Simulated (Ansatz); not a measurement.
## Geometry relaxation of AlO₂ (part 1 of 2)

- system: AlO₂ (Pnma, 12 atoms in the cell)
- method: DFT r2SCAN, scalar-relativistic, plane waves, PAW, spin-polarised (Ansatz 0.2.0)

The structure derives from an entry of the Crystallography Open Database. It belongs to a series of runs on one base structure; here: structure reported for this formula (Pnma, No. 62). Figures and captions count atoms from 1; the log counts them from 0 in places.

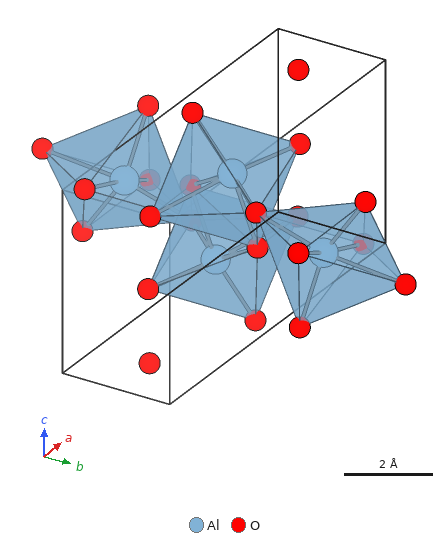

*The starting structure (polyhedral view of the cell of the calculation, seen at an oblique angle; polyhedra are completed across the faces of the cell).*

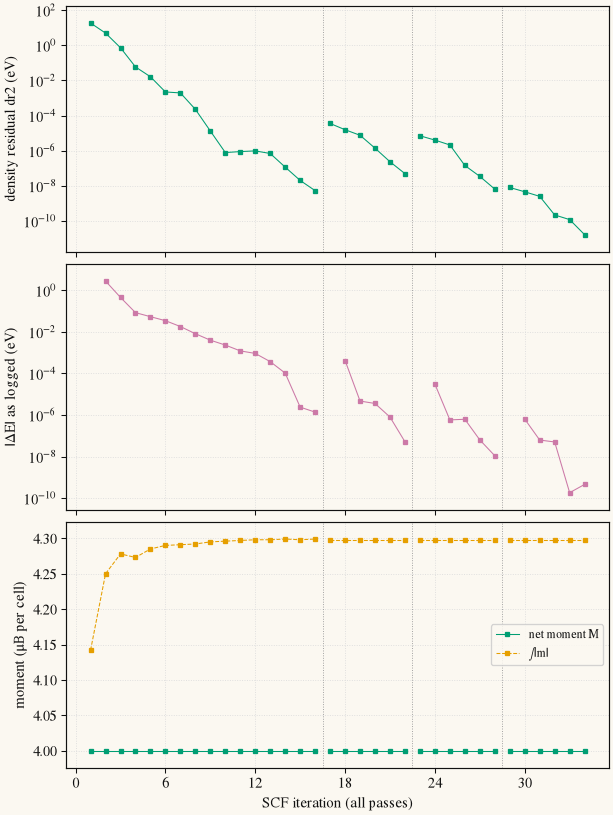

*Convergence of the self-consistent field: density residual dr2, size of the energy change and magnetic moment against the SCF iteration. The dotted lines part the SCF passes of the relaxation: geometry steps, rejected trials and re-solves on a re-selected basis.*

The passes take 16, 6, 6 and 6 iterations. The net moment stays at 4.0 μB per cell.

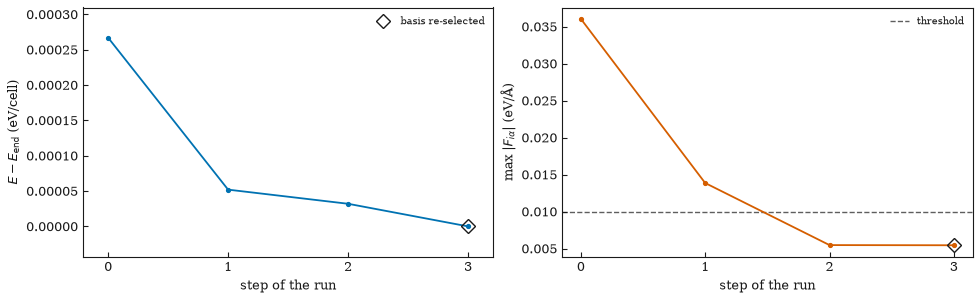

*Progress of the relaxation, step by step (the first geometry is step 0 here and step 1 in the log).*

The atoms keep their places relative to the cell (all moves are under 0.005 Å). The volume changes by +0.1 %, with a 9.310 → 9.314 Å (0.0 %), b stays at 2.888 Å, c 4.734 → 4.735 Å (0.0 %). The space group stays Pnma (No. 62). After 2 geometry steps the energy has fallen by 0.2 meV per cell of the calculation. Largest force component: 0.036 eV/Å at the start, 0.0054 eV/Å at the end. Pressure: −0.02 GPa at the start and 0.00 GPa at the end. A last SCF at the same geometry on a re-selected plane-wave basis shifts the energy by next to nothing (0.0 meV per cell of the calculation).

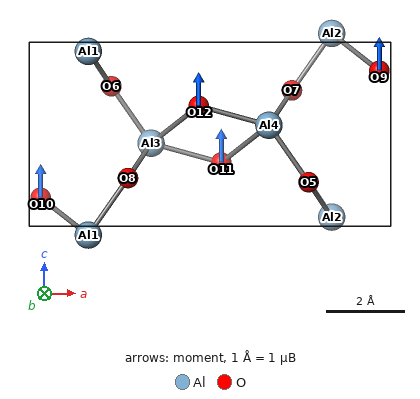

*Magnetic moments of the sites as blue arrows (ball-and-stick view of the cell of the calculation, along the b axis; atoms are numbered from 1 in the order of the input); small moments hardly show. The run is collinear, so the axis drawn is arbitrary.*

Site moments: O9, O10, O11, O12 (0.87 μB). They are counted near the atoms and needn't add up to the moment of the cell.

The input and output of the run follow.

**Input**
```yaml
crystal:
  lattice:
    - [9.3096908045, 0.0, 0.0]
    - [0.0, 2.8876478175, 0.0]
    - [0.0, 0.0, 4.7344299313]
  atoms:
    - { symbol: Al, position: [0.1629425851, 0.25, 0.9511690385] }
    - { symbol: Al, position: [0.8370574149, 0.75, 0.0488309615] }
    - { symbol: Al, position: [0.3370574149, 0.75, 0.4511690385] }
    - { symbol: Al, position: [0.6629425851, 0.25, 0.5488309615] }
    - { symbol: O, position: [0.7729681748, 0.25, 0.2386084307] }
    - { symbol: O, position: [0.2270318252, 0.75, 0.7613915693] }
    - { symbol: O, position: [0.7270318252, 0.75, 0.7386084307] }
    - { symbol: O, position: [0.2729681748, 0.25, 0.2613915693] }
    - { symbol: O, position: [0.968758216, 0.25, 0.8452401922], spin: 0.96 }
    - { symbol: O, position: [0.031241784, 0.75, 0.1547598078], spin: 0.96 }
    - { symbol: O, position: [0.531241784, 0.75, 0.3452401922], spin: 0.96 }
    - { symbol: O, position: [0.468758216, 0.25, 0.6547598078], spin: 0.96 }
basis:
  ecutwfc: 500
kpoints:
  mp_grid: { grid: [4, 10, 6] }
hamiltonian:
  xc: r2scan
scf:
  occupations: { method: gaussian, width: 0.02 }
output:
  forces: true
  stress: true
  eigenvalues: true
  populations: true
magnetization:
  spin_polarized: true
relax:
  adjacent_minimum: "off"
  f_tol: 0.01
  max_steps: 80
  cell: { stress_tol: 0.05 }
```

Command:
```bash
ansatz run input.yaml --threads 1 --pin off --max-ram 2560MiB --backend cpu --events-out ev --progress --plain --runs-dir out
```

**Output**
```
Engine: ansatz 0.2.0, aarch64-unknown-linux-gnu
Pseudopotentials: kind: paw
Pseudopotential: Al, paw, valence charge 3, recommended cutoff 500 eV (meta_gga), Al.paw.azcp
Pseudopotential: O, paw, valence charge 6, recommended cutoff 500 eV (meta_gga), O.paw.azcp
Functional definition: r2SCAN
  parameter k0 = 0.174
  parameter k1 = 0.065
  parameter a1 = 4.9479
  exchange = r2scan_x(k0 = k0, k1 = k1, a1 = a1)
  correlation = r2scan_c
Crystal: 12 atoms, lattice volume = 127.276 Å³
Basis set: ecut = 500 eV, 3223 PW (Γ), exchange–correlation on 288×96×144 points (64 copies of the dense FFT grid, shifted against one another)
Bands: 44, of which v1, the nominal top of the filled ones, is band 30 counted from 1 (29 counted from 0)
Symmetry: 8 space group operations
Space group: Pnma (ITA 62), of the structure as read, at distance tolerance 5.0e-5 Å
Magnetic group: BNS 62.441 (UNI 539), of the structure as read, at distance tolerance 5.0e-5 Å
k-points: 72 of 240
Non-local potential: Al, projectors of the file, l = 0: 2, l = 1: 2, l = 2: 1
Non-local potential: O, projectors of the file, l = 0: 2, l = 1: 2, l = 2: 1
PAW form: soft (Blöchl's): semilocal exchange-correlation on the pseudo side does not see the compensation charge
PAW frozen core: Al, regenerated for the run's functional (the file was generated under x = pbe(κ = 0.804, μ = 0.2195149727645171), c = pbe(β = 0.06672455060314922))
PAW frozen core: O, regenerated for the run's functional (the file was generated under x = pbe(κ = 0.804, μ = 0.2195149727645171), c = pbe(β = 0.06672455060314922))
PAW one-centre angular grid: Al, 302 points (default); XC on 160 Gauss nodes
PAW one-centre angular grid: O, 302 points (default); XC on 160 Gauss nodes
Initial density: superposition of atomic densities (chi_scale 0.1, normalization cell, long waves kept (reshape's long-wave potential 0.04 eV rms))
Starting moments: Σ|m| = 3.84 μB on 4 of 12 sites
Initial wavefunctions: pseudopotential atomic-orbital guess
Functional: x = r2scan, c = r2scan; τ floored in thin density (d = 2e-4 eV/Å³)
SCF iter   1: F=—  HF=-6721.092282 eV  |F-HF|=—  |Δ(HF+E_count)|=         —  Δρ=6.89e-2 (↑6.10e-2 ↓6.89e-2)  dr2=1.84e1  dr2_τ=5.73e-1  dr2_m=7.60e-1  M=4.000 μB ∫|m|=4.142 μB  β_m=1.00  ethr=3.10e-3  ⟨swp⟩=6.8  Hψ=28824  notcnv=0  defer=47
preconditioner: auto → Resta (q_TF=auto, 2.407 Å⁻¹)  ε∞=3.0  [insulator: Δε(μ)=0.838 eV  Ē_g=18.200 eV  σ=0.020 eV  W_gap=1.00  n_scr=22 (ndim 8)  ℏωp=25.5 eV  f_vac=0.011  D(μ)=0.00/eV (n_scr^D=0)  ε∞_Penn≈3.0]
spin=Collinear: Resta preconditioning applied to the charge; magnetization (m = ρ↑ − ρ↓) channel mixes plain (no charge-response kernel on spin).
SCF iter   2: F=—  HF=-6718.311155 eV  |F-HF|=—  |Δ(HF+E_count)|=    2.78e0  Δρ=3.08e-2 (↑3.04e-2 ↓3.08e-2)  dr2=4.93e0  dr2_τ=5.53e-2  dr2_m=2.35e-2  M=4.000 μB ∫|m|=4.250 μB  β_m=1.00  ethr=3.10e-3  ⟨swp⟩=2.5  Hψ=12920  notcnv=0  defer=1287  κ⁻¹=1.0e0(r=1)
SCF iter   3: F=—  HF=-6717.858854 eV  |F-HF|=—  |Δ(HF+E_count)|=   4.52e-1  Δρ=1.73e-2 (↑1.66e-2 ↓1.73e-2)  dr2=7.21e-1  dr2_τ=3.61e-2  dr2_m=2.88e-3  M=4.000 μB ∫|m|=4.278 μB  β_m=0.30  ethr=3.10e-3  ⟨swp⟩=2.5  Hψ=12387  notcnv=0  defer=1254  κ⁻¹=9.8e-3(r=2)
SCF iter   4: F=—  HF=-6717.942699 eV  |F-HF|=—  |Δ(HF+E_count)|=   8.38e-2  Δρ=3.75e-3 (↑3.75e-3 ↓3.26e-3)  dr2=5.86e-2  dr2_τ=1.32e-3  dr2_m=2.16e-3  M=4.000 μB ∫|m|=4.273 μB  β_m=1.00  ethr=1.20e-3  ⟨swp⟩=3.4  Hψ=10844  notcnv=0  defer=1254  κ⁻¹=9.9e-4(r=3)
SCF iter   5: F=—  HF=-6717.996300 eV  |F-HF|=—  |Δ(HF+E_count)|=   5.36e-2  Δρ=2.08e-3 (↑2.08e-3 ↓2.08e-3)  dr2=1.61e-2  dr2_τ=4.08e-4  dr2_m=2.44e-4  M=4.000 μB ∫|m|=4.285 μB  β_m=1.00  ethr=9.76e-5  ⟨swp⟩=3.3  Hψ=9579  notcnv=0  defer=1254  κ⁻¹=1.3e-4(r=4)
SCF iter   6: F=—  HF=-6718.030690 eV  |F-HF|=—  |Δ(HF+E_count)|=   3.44e-2  Δρ=1.04e-3 (↑1.04e-3 ↓9.11e-4)  dr2=2.20e-3  dr2_τ=9.23e-5  dr2_m=1.06e-4  M=4.000 μB ∫|m|=4.290 μB  β_m=0.30  ethr=2.68e-5  ⟨swp⟩=2.5  Hψ=9609  notcnv=0  defer=1255  κ⁻¹=6.0e-6(r=5)
SCF iter   7: F=—  HF=-6718.048666 eV  |F-HF|=—  |Δ(HF+E_count)|=   1.80e-2  Δρ=8.12e-4 (↑6.02e-4 ↓8.12e-4)  dr2=1.94e-3  dr2_τ=2.54e-5  dr2_m=9.49e-5  M=4.000 μB ∫|m|=4.291 μB  β_m=0.30  ethr=3.66e-6  ⟨swp⟩=2.0  Hψ=10942  notcnv=0  defer=1247  κ⁻¹=1.1e-6(r=6)
SCF iter   8: F=—  HF=-6718.056786 eV  |F-HF|=—  |Δ(HF+E_count)|=   8.12e-3  Δρ=3.13e-4 (↑3.13e-4 ↓2.82e-4)  dr2=2.26e-4  dr2_τ=2.23e-5  dr2_m=4.72e-5  M=4.000 μB ∫|m|=4.292 μB  β_m=1.00  ethr=3.23e-6  ⟨swp⟩=2.0  Hψ=10147  notcnv=0  defer=1247  κ⁻¹=4.8e-7(r=7)
SCF iter   9: F=—  HF=-6718.060756 eV  |F-HF|=—  |Δ(HF+E_count)|=   3.97e-3  Δρ=1.48e-4 (↑6.91e-5 ↓1.48e-4)  dr2=1.32e-5  dr2_τ=2.25e-6  dr2_m=8.22e-6  M=4.000 μB ∫|m|=4.295 μB  β_m=1.00  ethr=3.77e-7  ⟨swp⟩=2.0  Hψ=9707  notcnv=0  defer=1247  κ⁻¹=6.6e-8(r=8)
SCF iter  10: F=—  HF=-6718.063062 eV  |F-HF|=—  |Δ(HF+E_count)|=   2.31e-3  Δρ=5.96e-5 (↑5.96e-5 ↓4.13e-5)  dr2=7.84e-7  dr2_τ=2.74e-7  dr2_m=2.51e-6  M=4.000 μB ∫|m|=4.296 μB  β_m=1.20  ethr=2.20e-8  ⟨swp⟩=2.7  Hψ=11295  notcnv=0  defer=1247
Mixer restart at iter 10: flushing history
spin-set hold released at iteration 10 (site moments contracting): the magnetisation degrees of freedom join the quasi-Newton model from the next iteration; the mixer history was flushed
SCF iter  11: F=—  HF=-6718.064274 eV  |F-HF|=—  |Δ(HF+E_count)|=   1.21e-3  Δρ=3.81e-5 (↑3.81e-5 ↓2.01e-5)  dr2=8.90e-7  dr2_τ=1.20e-7  dr2_m=5.49e-7  M=4.000 μB ∫|m|=4.297 μB  β_m=1.20  ethr=1.31e-9  ⟨swp⟩=3.0  Hψ=12717  notcnv=0  defer=1247  κ⁻¹=1.0e0(r=1)
SCF iter  12: F=—  HF=-6718.065189 eV  |F-HF|=—  |Δ(HF+E_count)|=   9.14e-4  Δρ=2.73e-5 (↑2.73e-5 ↓1.56e-5)  dr2=9.75e-7  dr2_τ=4.81e-8  dr2_m=1.43e-7  M=4.000 μB ∫|m|=4.298 μB  β_m=1.20  ethr=1.31e-9  ⟨swp⟩=3.2  Hψ=13338  notcnv=0  defer=1247  κ⁻¹=4.2e-2(r=2)
SCF iter  13: F=—  HF=-6718.065557 eV  |F-HF|=—  |Δ(HF+E_count)|=   3.68e-4  Δρ=1.81e-5 (↑1.81e-5 ↓1.29e-5)  dr2=6.93e-7  dr2_τ=2.15e-8  dr2_m=3.37e-8  M=4.000 μB ∫|m|=4.298 μB  β_m=1.20  ethr=1.31e-9  ⟨swp⟩=3.0  Hψ=12220  notcnv=0  defer=1247  κ⁻¹=2.7e-2(r=3)
SCF iter  14: F=—  HF=-6718.065660 eV  |F-HF|=—  |Δ(HF+E_count)|=   1.03e-4  Δρ=5.29e-6 (↑4.29e-6 ↓5.29e-6)  dr2=1.16e-7  dr2_τ=2.06e-9  dr2_m=1.57e-9  M=4.000 μB ∫|m|=4.299 μB  β_m=1.20  ethr=1.16e-9  ⟨swp⟩=3.0  Hψ=12410  notcnv=0  defer=1247  κ⁻¹=7.9e-3(r=4)
SCF iter  15: F=—  HF=-6718.065662 eV  |F-HF|=—  |Δ(HF+E_count)|=   2.38e-6  Δρ=2.28e-6 (↑2.28e-6 ↓1.94e-6)  dr2=2.03e-8  dr2_τ=4.20e-10  dr2_m=2.31e-10  M=4.000 μB ∫|m|=4.298 μB  β_m=1.20  ethr=1.67e-10  ⟨swp⟩=14.4  Hψ=37752  notcnv=0  κ⁻¹=3.8e-3(r=5)
SCF iter  16: F=-6718.065664 eV  HF=-6718.065663 eV  |F-HF|=7.32e-8  |Δ(HF+E_count)|=   1.37e-6  Δρ=1.36e-6 (↑1.25e-6 ↓1.36e-6)  dr2=5.32e-9  dr2_τ=9.90e-11  dr2_m=8.84e-11  M=4.000 μB ∫|m|=4.299 μB  ethr=3.39e-11  ⟨swp⟩=4.6  Hψ=21555  notcnv=0
SCF 1 converged in 16 iterations: F = -6718.065664 eV  dr2 = 5.32e-9
  greatest PAW one-centre occupation: 0.890 electrons in one spin orbital (limit 2), on the O atom at site 11 (counted from 0), in its partial waves of l = 0
relax step   1: F+E_penalty+E_count = -6718.06566356 eV  Δ(F+E_penalty+E_count) = +0.000e0 eV  max|allowed force component| = 3.606e-2 eV/Å  Δτ_max = 0.0000 Å  P = -0.019 GPa  Ω = 127.276 Å³  (16 SCF iters, dr2 threshold 1.00e-7 eV, accepted)
Crystal: 12 atoms, lattice volume = 127.336 Å³
Initial density: handed on by an earlier stage of this run
Starting moments: Σ|m| = 3.84 μB on 4 of 12 sites; this step starts from the density that it was given
Initial wavefunctions: those handed on with the density
iter 1 solved again at ethr=5.45e-8 eV; its pass at ethr=3.10e-3 eV (dr2=3.27e-5 eV) is discarded
SCF iter   1: F=—  HF=-6718.065453 eV  |F-HF|=—  |Δ(HF+E_count)|=         —  Δρ=3.48e-4 (↑1.54e-4 ↓3.48e-4)  dr2=3.55e-5  dr2_τ=2.33e-4  dr2_m=5.60e-5  M=4.000 μB ∫|m|=4.298 μB  β_m=1.20  ethr=5.45e-8  ⟨swp⟩=2.3  Hψ=24367  notcnv=0
preconditioner: auto → Resta (q_TF=auto, 2.407 Å⁻¹)  ε∞=3.1  [insulator: Δε(μ)=0.611 eV  Ē_g=17.563 eV  σ=0.020 eV  W_gap=1.00  n_scr=22 (ndim 8)  ℏωp=25.5 eV  f_vac=0.079  D(μ)=0.00/eV (n_scr^D=0)  ε∞_Penn≈3.1]
spin=Collinear: Resta preconditioning applied to the charge; magnetization (m = ρ↑ − ρ↓) channel mixes plain (no charge-response kernel on spin).
SCF iter   2: F=—  HF=-6718.065869 eV  |F-HF|=—  |Δ(HF+E_count)|=   4.17e-4  Δρ=1.19e-4 (↑1.19e-4 ↓1.03e-4)  dr2=1.56e-5  dr2_τ=4.62e-7  dr2_m=7.35e-7  M=4.000 μB ∫|m|=4.298 μB  β_m=1.20  ethr=5.45e-8  ⟨swp⟩=2.0  Hψ=12528  notcnv=0  κ⁻¹=1.0e0(r=1)
SCF iter   3: F=—  HF=-6718.065874 eV  |F-HF|=—  |Δ(HF+E_count)|=   4.67e-6  Δρ=7.73e-5 (↑7.35e-5 ↓7.73e-5)  dr2=7.55e-6  dr2_τ=1.80e-7  dr2_m=2.68e-8  M=4.000 μB ∫|m|=4.298 μB  β_m=1.20  ethr=2.59e-8  ⟨swp⟩=1.6  Hψ=8029  notcnv=0  κ⁻¹=9.3e-3(r=2)
SCF iter   4: F=—  HF=-6718.065878 eV  |F-HF|=—  |Δ(HF+E_count)|=   3.57e-6  Δρ=3.13e-5 (↑3.13e-5 ↓2.71e-5)  dr2=1.39e-6  dr2_τ=2.77e-8  dr2_m=2.48e-8  M=4.000 μB ∫|m|=4.298 μB  β_m=1.20  ethr=1.26e-8  ⟨swp⟩=1.8  Hψ=8287  notcnv=0  κ⁻¹=3.1e-3(r=3)
SCF iter   5: F=—  HF=-6718.065879 eV  |F-HF|=—  |Δ(HF+E_count)|=   7.93e-7  Δρ=8.98e-6 (↑8.98e-6 ↓8.43e-6)  dr2=2.35e-7  dr2_τ=2.89e-9  dr2_m=2.66e-9  M=4.000 μB ∫|m|=4.298 μB  β_m=1.20  ethr=2.32e-9  ⟨swp⟩=2.4  Hψ=10705  notcnv=0  κ⁻¹=4.5e-4(r=4)
SCF iter   6: F=-6718.065879 eV  HF=-6718.065879 eV  |F-HF|=1.34e-8  |Δ(HF+E_count)|=   5.11e-8  Δρ=4.45e-6 (↑3.97e-6 ↓4.45e-6)  dr2=4.94e-8  dr2_τ=7.99e-10  dr2_m=7.21e-10  M=4.000 μB ∫|m|=4.298 μB  ethr=1.35e-10  ⟨swp⟩=5.6  Hψ=20333  notcnv=0
SCF 2 converged in 6 iterations: F = -6718.065879 eV  dr2 = 4.94e-8
relax step   2: F+E_penalty+E_count = -6718.06587858 eV  Δ(F+E_penalty+E_count) = -2.150e-4 eV  max|allowed force component| = 1.387e-2 eV/Å  Δτ_max = 0.0022 Å  P = -0.004 GPa  Ω = 127.336 Å³  energy of the carried Pulay correction = -2.864e-5 eV  (6 SCF iters, dr2 threshold 8.13e-8 eV, accepted)
Crystal: 12 atoms, lattice volume = 127.349 Å³
iter 1 solved again at ethr=1.13e-8 eV; its pass at ethr=3.10e-3 eV (dr2=6.78e-6 eV) is discarded
```
